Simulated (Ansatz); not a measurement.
A periodic structure is given below.

```
CELL_PARAMETERS angstrom
4.73515 0.00000 0.00000
0.00000 5.75091 0.00000
0.00000 0.00000 5.24711
ATOMIC_POSITIONS crystal
Sn 0.50000 0.66482 0.75000
Sn 0.00000 0.83518 0.25000
Sn 0.50000 0.33518 0.25000
Sn 0.00000 0.16482 0.75000
O 0.72959 0.60803 0.07900
O 0.22959 0.89197 0.92100
O 0.77041 0.89197 0.57900
O 0.27041 0.60803 0.42100
O 0.72959 0.39197 0.57900
O 0.22959 0.10803 0.42100
O 0.77041 0.10803 0.07900
O 0.27041 0.39197 0.92100
```

Give a crystallographic description of this input.

The compound is SnO₂. It is primitive orthorhombic, space group Pbcn (No. 60). There are 12 atoms in the cell: 4 Sn, 8 O. The polyhedra are SnO6 octahedra; they share corners and edges. About every Sn there are six O in a distorted octahedral arrangement at 2.04 to 2.11 Å. Each O is bonded to three Sn at 2.04 to 2.11 Å. The bonds build a three-dimensional framework.

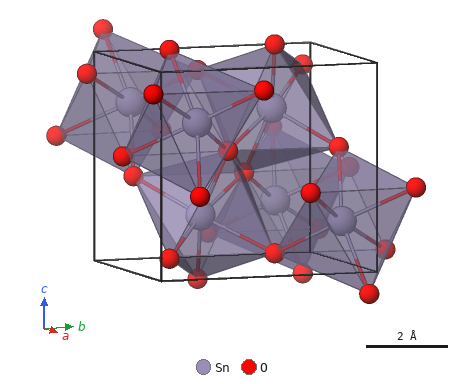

A polyhedral rendering, viewed slightly off an axis. Thin lines show the conventional unit cell, with boundary atoms drawn in all their periodic places. Some atoms of the next cells are drawn as well. Colours: tin purple, oxygen red.

The structure comes from a structure listed in the Materials Project. The atoms were relaxed in a fixed cell with Ansatz, DFT r2SCAN, scalar-relativistic, plane waves, PAW.
